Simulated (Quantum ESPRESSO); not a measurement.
# NaF (Villiaumite): phonons by linear response, part 2 of 4

How does NaF (Villiaumite) vibrate, and is this structure a minimum?

Quantum ESPRESSO 7.5; DFT LDA, scalar-relativistic, plane waves, PseudoDojo norm-conserving pseudopotentials.

So far. Step 2 (A probe with smearing): A gap of 6.0 eV opens on this mesh, so the crystal is taken as an insulator; the start stands at -4.5 GPa. Step 4 (Ground state): The cell stands at -0.0070 GPa, close enough for phonons.

### Step 5. Linear response on the mesh

Linear response treats each wavevector in the unit cell, with no supercell; the 4×4×4 mesh fixes the range of the force constants to be had.

ph.in

```
phonons
&inputph
   prefix = 'x'
   outdir = './tmp'
   fildyn = 'x.dyn'
   tr2_ph = 1.0d-18
   epsil = .true.
   ldisp = .true.
   nq1 = 4
   nq2 = 4
   nq3 = 4
/
```

Launch:

```bash
$ OMP_NUM_THREADS=1 mpirun -n 4 ph.x -nk 4 -in ph.in > ph.out
```

Numbers of over 12 decimals in the logs are rounded to 6 here.

What it wrote:

```text
[banners, grids, parts of the stress and lines that vanish by symmetry left out]
[banner, memory and clock lines left out]
Program PHONON v.7.5

[...]
Exchange-correlation= PW
                           (   1   4   0   0   0   0   0)
[...]
(   8 q-points):
[...]
kinetic-energy cut-off    =      97.0000  Ry
     charge density cut-off    =     388.0000  Ry
     convergence threshold     =      1.0E-18
[...]
Exchange-correlation= PW
                           (   1   4   0   0   0   0   0)
[...]
q = (   0.0000000   0.0000000   0.0000000 )
     49 Sym.Ops. (with q -> -q+G )
     G cutoff =  355.6913  (  19795 G-vectors)     FFT grid: ( 40, 40, 40)
     number of k points=    29
[...]
Mode symmetry, O_h (m-3m)  point group:
[...]
Dielectric constant
[...]
End of electric fields calculation
          Dielectric constant in cartesian axis
          (       1.930666975      -0.000000000       0.000000000 )
          (      -0.000000000       1.930666975       0.000000000 )
          (       0.000000000       0.000000000       1.930666975 )
          Effective charges (d Force / dE) in cartesian axis without acoustic sum rule applied (asr)
           atom    1  Na    Mean Z*:        0.99905
      Ex  (        0.99905        0.00000        0.00000 )
      Ey  (        0.00000        0.99905       -0.00000 )
      Ez  (        0.00000       -0.00000        0.99905 )
           atom    2  F     Mean Z*:       -0.99842
      Ex  (       -0.99842        0.00000        0.00000 )
      Ey  (        0.00000       -0.99842       -0.00000 )
      Ez  (        0.00000       -0.00000       -0.99842 )
          Effective charges Sum: Mean:        0.00063
[...]
Effective charges (d Force / dE) in cartesian axis with asr applied:
           atom    1  Na    Mean Z*:        0.99874
[...]
atom    2  F     Mean Z*:       -0.99874
[...]
Representation #   1 modes #   1   2   3
[...]
End of self-consistent calculation
     Convergence has been achieved
     Representation #   2 modes #   4   5   6
[...]
End of self-consistent calculation
     Convergence has been achieved
[...]
Dielectric constant in cartesian axis
          (       1.930666975      -0.000000000       0.000000000 )
          (      -0.000000000       1.930666975       0.000000000 )
          (       0.000000000       0.000000000       1.930666975 )
          Effective charges (d Force / dE) in cartesian axis without acoustic sum rule applied (asr)
           atom    1  Na    Mean Z*:        0.99905
      Ex  (        0.99905        0.00000        0.00000 )
      Ey  (        0.00000        0.99905       -0.00000 )
      Ez  (        0.00000       -0.00000        0.99905 )
           atom    2  F     Mean Z*:       -0.99842
      Ex  (       -0.99842        0.00000        0.00000 )
      Ey  (        0.00000       -0.99842       -0.00000 )
      Ez  (        0.00000       -0.00000       -0.99842 )
          Effective charges Sum: Mean:        0.00063
[...]
Effective charges (d Force / dE) in cartesian axis with asr applied:
           atom    1  Na    Mean Z*:        0.99874
[...]
atom    2  F     Mean Z*:       -0.99874
[...]
Effective charges (d P / du) in cartesian axis
[...]
q = (    0.000000000   0.000000000   0.000000000 )
[...]
freq (    1) =       0.104163 [THz] =       3.474494 [cm-1]
     freq (    2) =       0.104163 [THz] =       3.474494 [cm-1]
     freq (    3) =       0.104163 [THz] =       3.474494 [cm-1]
     freq (    4) =       8.276557 [THz] =     276.076240 [cm-1]
     freq (    5) =       8.276557 [THz] =     276.076240 [cm-1]
     freq (    6) =       8.276557 [THz] =     276.076240 [cm-1]
[...]
Mode symmetry, O_h (m-3m)  point group:
     freq (   1-   3) =          3.5  [cm-1]   --> T_1u G_15  G_4- I
     freq (   4-   6) =        276.1  [cm-1]   --> T_1u G_15  G_4- I
[...]
Mode symmetry, C_3v (3m)   point group:
[...]
Representation #   1 mode #   1
[...]
End of self-consistent calculation
     Convergence has been achieved
     Representation #   2 mode #   2
[...]
End of self-consistent calculation
     Convergence has been achieved
     Representation #   3 modes #   3   4
[...]
Convergence has been achieved
     Representation #   4 modes #   5   6
[...]
Convergence has been achieved
[...]
q = (   -0.176776695   0.176776695  -0.176776695 )
[...]
freq (    1) =       3.555084 [THz] =     118.584833 [cm-1]
     freq (    2) =       3.555084 [THz] =     118.584833 [cm-1]
     freq (    3) =       5.322233 [THz] =     177.530596 [cm-1]
     freq (    4) =       7.819206 [THz] =     260.820630 [cm-1]
     freq (    5) =       7.819206 [THz] =     260.820630 [cm-1]
     freq (    6) =      12.053861 [THz] =     402.073533 [cm-1]
[...]
Mode symmetry, C_3v (3m)   point group:
     freq (   1-   2) =        118.6  [cm-1]   --> E    L_3
     freq (   3-   3) =        177.5  [cm-1]   --> A_1  L_1
     freq (   4-   5) =        260.8  [cm-1]   --> E    L_3
     freq (   6-   6) =        402.1  [cm-1]   --> A_1  L_1
[...]
Mode symmetry, D_3d (-3m)  point group:
[...]
Representation #   1 mode #   1
[...]
Convergence has been achieved
     Representation #   2 modes #   2   3
[...]
Convergence has been achieved
     Representation #   3 mode #   4
[...]
Convergence has been achieved
     Representation #   4 modes #   5   6
[...]
Convergence has been achieved
[...]
q = (    0.353553391  -0.353553391   0.353553391 )
[...]
freq (    1) =       5.921635 [THz] =     197.524466 [cm-1]
     freq (    2) =       5.921635 [THz] =     197.524466 [cm-1]
[...]
Mode symmetry, D_3d (-3m)  point group:
     freq (   1-   2) =        197.5  [cm-1]   --> E_u  L_3'
     freq (   3-   4) =        221.0  [cm-1]   --> E_g  L_3
     freq (   5-   5) =        316.9  [cm-1]   --> A_2u L_2'
     freq (   6-   6) =        321.0  [cm-1]   --> A_1g L_1
[...]
Mode symmetry, C_4v (4mm)  point group:
[...]
Convergence has been achieved
[...]
Convergence has been achieved
[...]
Convergence has been achieved
[...]
Convergence has been achieved
[...]
q = (    0.000000000   0.353553391   0.000000000 )
[...]
Mode symmetry, C_4v (4mm)  point group:
     freq (   1-   2) =        102.5  [cm-1]   --> E    G_5 D_5
     freq (   3-   3) =        218.8  [cm-1]   --> A_1  G_1 D_1
     freq (   4-   5) =        283.4  [cm-1]   --> E    G_5 D_5
     freq (   6-   6) =        358.8  [cm-1]   --> A_1  G_1 D_1
[...]
Mode symmetry, C_s (m)     point group:
[...]
q = (    0.530330086  -0.176776695   0.530330086 )
[...]
Mode symmetry, C_s (m)     point group:
     freq (   1-   1) =        159.2  [cm-1]   --> A''
     freq (   2-   2) =        205.7  [cm-1]   --> A'
     freq (   3-   3) =        244.3  [cm-1]   --> A'
     freq (   4-   4) =        266.9  [cm-1]   --> A''
     freq (   5-   5) =        286.0  [cm-1]   --> A'
     freq (   6-   6) =        316.3  [cm-1]   --> A'
[...]
Mode symmetry, C_2v (mm2)  point group:
[...]
q = (    0.353553391   0.000000000   0.353553391 )
[...]
Mode symmetry, C_2v (mm2)  point group:
     freq (   1-   1) =        168.6  [cm-1]   --> B_2  D_4  S_4
     freq (   2-   2) =        195.7  [cm-1]   --> B_1  D_3  S_3
     freq (   3-   3) =        222.8  [cm-1]   --> B_1  D_3  S_3
     freq (   4-   4) =        249.9  [cm-1]   --> A_1  D_1  S_1
     freq (   5-   5) =        292.1  [cm-1]   --> B_2  D_4  S_4
     freq (   6-   6) =        336.1  [cm-1]   --> A_1  D_1  S_1
[...]
Mode symmetry, D_4h(4/mmm) point group:
[...]
Convergence has been achieved
[...]
Convergence has been achieved
[...]
Convergence has been achieved
[...]
Convergence has been achieved
[...]
q = (    0.000000000  -0.707106781   0.000000000 )
[...]
freq (    5) =       8.710506 [THz] =     290.551214 [cm-1]
     freq (    6) =       9.328272 [THz] =     311.157651 [cm-1]
[...]
Mode symmetry, D_4h(4/mmm) point group:
     freq (   1-   2) =        144.3  [cm-1]   --> E_u  X_5' M_5'
     freq (   3-   3) =        265.6  [cm-1]   --> A_2u X_4' M_4'
     freq (   4-   5) =        290.6  [cm-1]   --> E_u  X_5' M_5'
     freq (   6-   6) =        311.2  [cm-1]   --> A_2u X_4' M_4'
[...]
Mode symmetry, D_2d (-42m) point group:
[...]
Representation #   1 mode #   1
[...]
Convergence has been achieved
     Representation #   2 mode #   2
[...]
Convergence has been achieved
     Representation #   3 modes #   3   4
[...]
End of self-consistent calculation
     Convergence has been achieved
     Representation #   4 modes #   5   6
[...]
End of self-consistent calculation
     Convergence has been achieved
[...]
q = (   -0.353553391  -0.707106781   0.000000000 )
[...]
freq (    1) =       6.435552 [THz] =     214.666899 [cm-1]
     freq (    2) =       6.435552 [THz] =     214.666899 [cm-1]
     freq (    3) =       6.782505 [THz] =     226.240028 [cm-1]
     freq (    4) =       7.492094 [THz] =     249.909367 [cm-1]
     freq (    5) =       9.013733 [THz] =     300.665769 [cm-1]
     freq (    6) =       9.013733 [THz] =     300.665769 [cm-1]
[...]
Mode symmetry, D_2d (-42m) point group:
     freq (   1-   2) =        214.7  [cm-1]   --> E    X_5  W_3
     freq (   3-   3) =        226.2  [cm-1]   --> B_2  X_3  W_2
     freq (   4-   4) =        249.9  [cm-1]   --> A_1  X_1  W_1
     freq (   5-   6) =        300.7  [cm-1]   --> E    X_5  W_3
```

Elapsed: 48 min, on 4 MPI ranks of Intel Xeon at 2.50GHz (Skylake/Cascade Lake), shared host.

This step gave:

```
miss of the charge sum rule                                        : 6.30e-4 e
largest acoustic frequency at the zone centre before the sum rule  : 3.47 cm⁻¹
highest optical zone-centre mode (no LO-TO term)                   : 276.1 cm⁻¹
lowest optical zone-centre mode                                    : 276.1 cm⁻¹
mean high-frequency dielectric constant                            : 1.931
largest Born charge in size (third of the trace)                   : 0.999 e
lowest mode on the q mesh (acoustic ones at the zone centre apart) : 102.5 cm⁻¹
```

Frequencies (cm⁻¹) at each irreducible wavevector; negative means imaginary. Frequencies by wavevector:

```tsv
q (fractions)	star	mode 1	mode 2	mode 3	mode 4	mode 5	mode 6
0 0 0	1	3.47	3.47	3.47	276.1	276.1	276.1
0 0 0.25	8	118.6	118.6	177.5	260.8	260.8	402.1
0 0 -0.5	4	197.5	197.5	221	221	316.9	321
0 0.25 0.25	6	102.5	102.5	218.8	283.4	283.4	358.8
0 0.25 -0.5	24	159.2	205.7	244.3	266.9	286	316.3
0 0.25 -0.25	12	168.6	195.7	222.8	249.9	292.1	336.1
0 -0.5 -0.5	3	144.3	144.3	265.6	290.6	290.6	311.2
0.25 -0.5 -0.25	6	214.7	214.7	226.2	249.9	300.7	300.7
```

Born charge (rows field, columns displacement), before the sum rule (e), principal values of the symmetric part by kind of site:

```tsv
atom	atoms with these values	low	middle	high	mean
Na1	1	0.9990	0.9990	0.9990	0.9990
F2	1	-0.9984	-0.9984	-0.9984	-0.9984
```

In full for Na1:

```
0.9990 0.0000 0.0000
0.0000 0.9990 0.0000
0.0000 0.0000 0.9990
```

High-frequency dielectric tensor:

```
1.93 0.00 0.00
0.00 1.93 0.00
0.00 0.00 1.93
```

The acoustic modes at Γ come out as far as 3.5 cm⁻¹ from zero, where they should vanish, a small numerical error; the Born charges miss their sum rule by 6.3e-4 e, which is good.

### Step 6. Fourier transform to real space

The dynamical matrices of the mesh are Fourier-transformed to force constants in real space, after the long-range dipole part is taken out.

q2r.in

```
&input
   fildyn = 'x.dyn'
   zasr = 'simple'
   flfrc = 'x.fc'
/
```

Launch:

```bash
$ q2r.x < q2r.in > q2r.out
```

What it wrote:

```text
[banners, grids, parts of the stress and lines that vanish by symmetry left out]
[banner, memory and clock lines left out]
Program Q2R v.7.5

  reading grid info from file x.dyn0

  reading force constants from file x.dyn1
 macroscopic fields = T
   1.93067  -0.00000   0.00000
  -0.00000   1.93067   0.00000
[...]
na=            1
[...]
na=            2
[...]
0.00000  -0.99842  -0.00000
   0.00000  -0.00000  -0.99842
  alpha Ewald:   0.916730
  nqs=            1
 q=   0.00000000  0.00000000  0.00000000
  reading force constants from file x.dyn2
  alpha Ewald:   0.916730
  nqs=            8
 q=  -0.17677670  0.17677670 -0.17677670
[...]
reading force constants from file x.dyn7
  alpha Ewald:   0.916730
  nqs=            3
[...]
reading force constants from file x.dyn8
  alpha Ewald:   0.916730
  nqs=            6
[...]
q=  -0.70710678 -0.35355339  0.00000000
 q=  -0.00000000 -0.35355339 -0.70710678

      q-space grid ok, #points =   64

      fft-check warning: sum of imaginary terms = 2.476435E-09
```

Run time: 0.84 s. Hardware: 1 thread.

### Step 7. Dispersion

From the force constants any wavevector is cheap; points of the mesh come back as solved, but for the sum rule and, in polar crystals, the LO-TO term at Γ; the rest is interpolation.

matdyn.in

```
&input
   asr = 'simple'
   flfrc = 'x.fc'
   flfrq = 'x.freq'
   flvec = 'x.modes'
   q_in_band_form = .true.
   q_in_cryst_coord = .true.
/
8
  0.0000000   0.0000000   0.0000000  12  ! GAMMA
  0.0000000   0.5000000   0.5000000  12  ! X
  0.0000000   0.6250000   0.3750000   1  ! U
 -0.3750000   0.3750000   0.0000000  12  ! K
  0.0000000   0.0000000   0.0000000  12  ! GAMMA
  0.0000000   0.5000000   0.0000000  12  ! L
 -0.2500000   0.5000000   0.2500000  12  ! W
  0.0000000   0.5000000   0.5000000   1  ! X
```

Launch:

```bash
$ matdyn.x -in matdyn.in > matdyn.out
```

What it wrote:

```text
[banner, memory and clock lines left out]
Program MATDYN v.7.5

 mass for atomic type   1 not given; uses mass from file x.fc
 mass for atomic type   2 not given; uses mass from file x.fc
```

It took 0.81 s on 1 thread.

Read from the output:

```
lowest frequency on the path : 0 cm⁻¹
```

Matdyn.x, sum rule simple. Phonon branches along the path, in cm⁻¹:

```tsv
point	branch 1	branch 2	branch 3	branch 4	branch 5	branch 6
Γ	0	0	0	276	276	428
X	144	144	266	290	290	311
U	166	223	239	268	292	305
jump to K	166	223	239	268	292	305
Γ	0	0	0	276	276	428
L	198	198	221	221	317	321
W	215	215	226	250	301	301
X	144	144	266	290	290	311
```

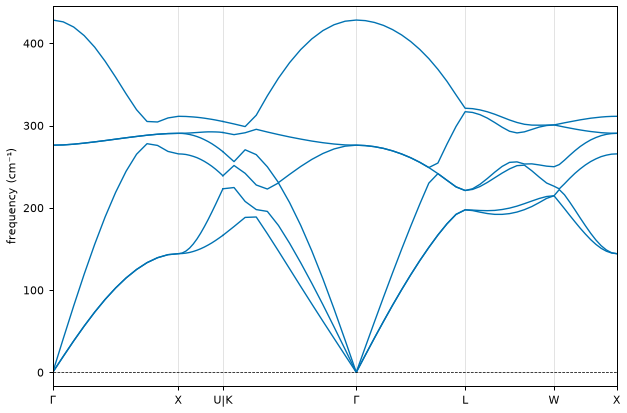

Phonon branches along the path.

All branches are real along the path.

### Step 8. Density of states

Sums over the zone need many more wavevectors than were solved, so the interpolation is sampled on a dense mesh.

matdyn.in

```
&input
   asr = 'simple'
   flfrc = 'x.fc'
   dos = .true.
   fldos = 'x.dos'
   nk1 = 17
   nk2 = 17
   nk3 = 17
   deltaE = 1.0
/
```

Launch:

```bash
$ matdyn.x -in matdyn.in > matdyn.out
```

What it wrote:

```text
[banner, memory and clock lines left out]
Program MATDYN v.7.5

 mass for atomic type   1 not given; uses mass from file x.fc
 mass for atomic type   2 not given; uses mass from file x.fc
```

It took 12 s on 1 thread.

Numbers from this step:

```yaml
share_of_modes_beyond_3i_cm_minus1_on_the_dense_interpolated_mesh: 0
zero_point_energy_per_atom: 44.68 meV
heat_capacity_at_300_k: 22.21 J/(mol atoms K)
vibrational_entropy_at_300_k: 24.06 J/(mol atoms K)
```

The phonon density of states has structure finer than the step of the table below, so its rows give means over 25 cm⁻¹, whole bins alone (the curve runs from 0 to 428 cm⁻¹). Peaks (cm⁻¹: height): total 200.0: 0.0317, 244.0: 0.0394, 292.0: 0.0676, 306.0: 0.0423; F 188.0: 0.00878, 242.0: 0.0221, 292.0: 0.0355, 306.0: 0.0329; Na 188.0: 0.0210, 200.0: 0.0254, 244.0: 0.0177, 292.0: 0.0321, 302.0: 0.0111.

Tetrahedra. The phonon density of states by wavenumber; means over each step; values in 1/cm⁻¹/cell:

```tsv
wavenumber (cm⁻¹)	total	F	Na
25	1.8e-4	8.1e-5	9.8e-5
50	9.6e-4	4.3e-4	5.3e-4
75	0.00241	0.00107	0.00134
100	0.00479	0.00209	0.00269
125	0.00892	0.00378	0.00514
150	0.0173	0.00699	0.0103
175	0.0231	0.00811	0.0150
200	0.0242	0.00611	0.0181
225	0.0210	0.0128	0.00826
250	0.0336	0.0187	0.0149
275	0.0434	0.0225	0.0209
300	0.0348	0.0218	0.0130
325	0.0101	0.00694	0.00314
350	0.00646	0.00378	0.00268
375	0.00473	0.00264	0.00209
400	0.00316	0.00174	0.00143
```

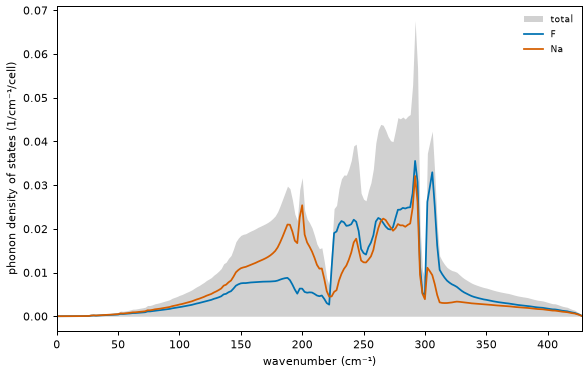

Phonon density of states, plotted against wavenumber.

Harmonic thermodynamic functions per atom, summed over the density of states scaled to three modes an atom; melting is ignored. Thermodynamic functions:

```tsv
T (K)	F_vib (meV/atom)	S (J/mol-atom/K)	C_V (J/mol-atom/K)
0	44.68	0	0
50	44.58	0.777	2.454
100	43.22	4.944	10.55
200	32.49	15.56	19.39
300	11.76	24.06	22.21
400	-16.71	30.62	23.35
500	-51.27	35.9	23.9
600	-90.82	40.29	24.21
700	-134.6	44.04	24.41
800	-181.9	47.3	24.53
900	-232.5	50.2	24.61
1000	-285.9	52.79	24.68
```

At 300 K the heat capacity has reached 89 % of the Dulong-Petit value.

### Step 9. Modes with the sum rule

A rigid shift of the crystal must cost nothing, but grids and finite bases break this; the acoustic sum rule is imposed before the matrix is diagonalised again. With Born charges the intensities follow, and the static dielectric tensor.

dynmat.in

```
&input
   fildyn = 'x.dyn1'
   asr = 'simple'
   fileig = 'dynmat.eig'
   lperm = .true.
/
```

Launch:

```bash
$ dynmat.x -in dynmat.in > dynmat.out
```

What it wrote:

```text
[banner, memory and clock lines left out]
Program DYNMAT v.7.5

     Reading Dynamical Matrix from file x.dyn1
     ...Force constants read
     ...epsilon and Z* read
     A direction for q was not specified:TO-LO splitting will be absent

     Polarizability (A^3 units)
     multiply by 0.763229 for Clausius-Mossotti correction
         1.689565   -0.000000    0.000000
        -0.000000    1.689565    0.000000
         0.000000    0.000000    1.689565

     IR activities are in (D/A)^2/amu units

# mode   [cm-1]    [THz]      IR
    1      0.00    0.0000    0.0000
    2      0.00    0.0000    0.0000
    3      0.00    0.0000    0.0000
    4    276.06    8.2761    2.2123
    5    276.06    8.2761    2.2123
    6    276.06    8.2761    2.2123

Electronic dielectric permittivity tensor (relative, adimensional)
         1.930667   -0.000000    0.000000
        -0.000000    1.930667    0.000000
         0.000000    0.000000    1.930667

 ... with zone-center polar mode contributions
         4.644617    0.000000    0.000000
         0.000000    4.644617    0.000000
         0.000000    0.000000    4.644617
```

Wall time 0.73 s (1 thread).

Read from the output:

- mean static dielectric constant: 4.645

Unit eigenvectors of the mass-weighted matrix after the sum rule; no LO-TO term. The modes at Γ (shares of kinetic energy by element, %):

```tsv
mode	frequency (cm⁻¹)	symmetry	Na %	F %
1	0.0	acoustic	55	45
2	0.0	acoustic	55	45
3	0.0	acoustic	55	45
4	276.1	T1u	45	55
5	276.1	T1u	45	55
6	276.1	T1u	45	55
```

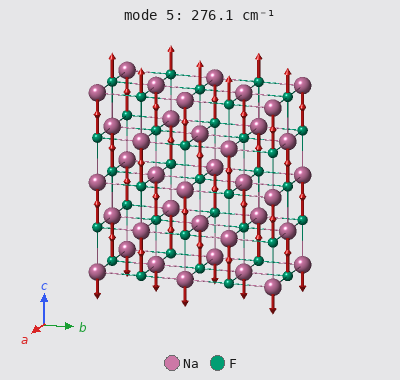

Displacement patterns of mode 5 at Γ; arrows are exaggerated. 1×2×2 conventional cells are drawn. Some periodic images of atoms are drawn too.

Degenerate modes summed, no LO-TO term. Lines of the infrared spectrum (strongest = 100):

```tsv
position (cm⁻¹)	lines merged	label	IR intensity, relative
276	3	T1u	100
```

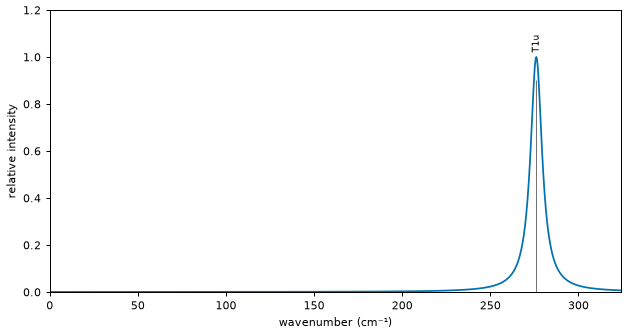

The infrared spectrum, broadened with Lorentzians of width 8 cm⁻¹; bars mark the lines.

Static dielectric tensor (ions relaxed, fixed cell):

```
4.64 0.00 0.00
0.00 4.64 0.00
0.00 0.00 4.64
```

The rule moves no optical mode by more than 0.1 cm⁻¹.

### Step 10. Sum rules set otherwise (asr no)

Without the rule the raw error of the acoustic modes shows.

dynmat.in

```
&input
   fildyn = 'x.dyn1'
   asr = 'no'
   fileig = 'dynmat.eig'
   lperm = .true.
/
```

Launch:

```bash
$ dynmat.x -in dynmat.in > dynmat.out
```

What it wrote:

```text
[banner, memory and clock lines left out]
Program DYNMAT v.7.5

     Reading Dynamical Matrix from file x.dyn1
     ...Force constants read
     ...epsilon and Z* read
     A direction for q was not specified:TO-LO splitting will be absent

     Polarizability (A^3 units)
     multiply by 0.763229 for Clausius-Mossotti correction
         1.689565   -0.000000    0.000000
        -0.000000    1.689565    0.000000
         0.000000    0.000000    1.689565

     IR activities are in (D/A)^2/amu units

# mode   [cm-1]    [THz]      IR
    1      3.47    0.1042    0.0000
    2      3.47    0.1042    0.0000
    3      3.47    0.1042    0.0000
    4    276.08    8.2766    2.2122
    5    276.08    8.2766    2.2122
    6    276.08    8.2766    2.2122

Electronic dielectric permittivity tensor (relative, adimensional)
         1.930667   -0.000000    0.000000
        -0.000000    1.930667    0.000000
         0.000000    0.000000    1.930667

 ... with zone-center polar mode contributions
         4.644137   -0.000000   -0.000000
        -0.000000    4.644137    0.000000
        -0.000000    0.000000    4.644137
```

Run time: 0.71 s. Hardware: 1 thread.

This step gave:

| Item | Value |
| --- | --- |
| mean static dielectric constant | 4.644 |

Zone-centre frequencies as printed; negative means imaginary. Modes:

```tsv
mode	frequency (cm⁻¹)
1	3.47
2	3.47
3	3.47
4	276.1
5	276.1
6	276.1
```

Against the first rule no mode moves by more than 3.5 cm⁻¹.

(Part 2 of 4 ends here.)

[Host names and launcher messages were left out of these logs when they were recorded.]

[Logs are printed without paths, hosts, clocks, repeated set-up lines and the standing remarks that a program may print on its own settings, such as how far it seeks lower states.]

[Hosts, paths, dates, database ids (printed as entryN), source tags and the programs' standing remarks are cut or masked in the printed files.]
